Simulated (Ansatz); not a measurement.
```
Zn
1.0
     4.53634    0.00000    0.00000
     0.00000    2.61697    0.00000
    -1.59172    0.00000    7.30041
Zn
6
Direct
  0.00000 0.00000 0.00000
  0.50000 0.50000 0.00000
  0.22198 0.00000 0.66550
  0.72198 0.50000 0.66550
  0.27802 0.50000 0.33450
  0.77802 0.00000 0.33450
```

Space group C2/m; the calculation finds a residual pressure of about 4 GPa at this fixed cell. This isn't the usual form at ambient conditions. The cell comes from a database of computed structures, not from a measurement.

The calculation used DFT PBE, scalar-relativistic, plane waves, PAW (Ansatz 0.2.0).

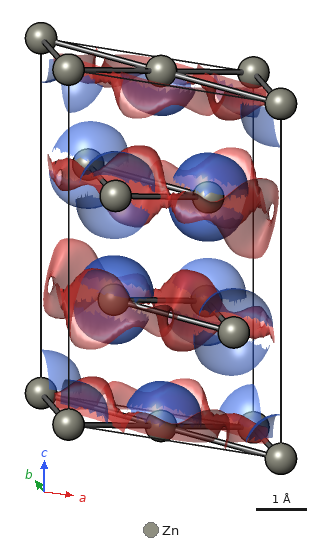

Zn. Deformation density (self-consistent density less superposed neutral spherical atoms): red surfaces at +0.03 and blue ones at −0.03 e/Å³, in the conventional cell seen slightly off an axis (the regions close to the nuclei are left out). Cores are masked to 0.8 Å (Zn).

In a PAW calculation such maps are meaningful between the atoms, not at the nuclei.

Q: Describe the bonding charge.

A: Zn–Zn (2.62 Å): Δρ is +0.04 e/Å³ at the midpoint. Over the whole cell, outside the masked cores, the largest gain, 0.05 e/Å³, lies 1.4 Å from a zinc nucleus, and the largest loss lies at the edge of the masked core of Zn. The rearranged charge, half the integral of |Δρ|, is about 0.17 e an atom.

Run time: 38 s on 1 thread of Intel(R) Xeon(R) Platinum 8559C (Emerald Rapids), with other jobs on the host, peak memory 0.62 GiB.
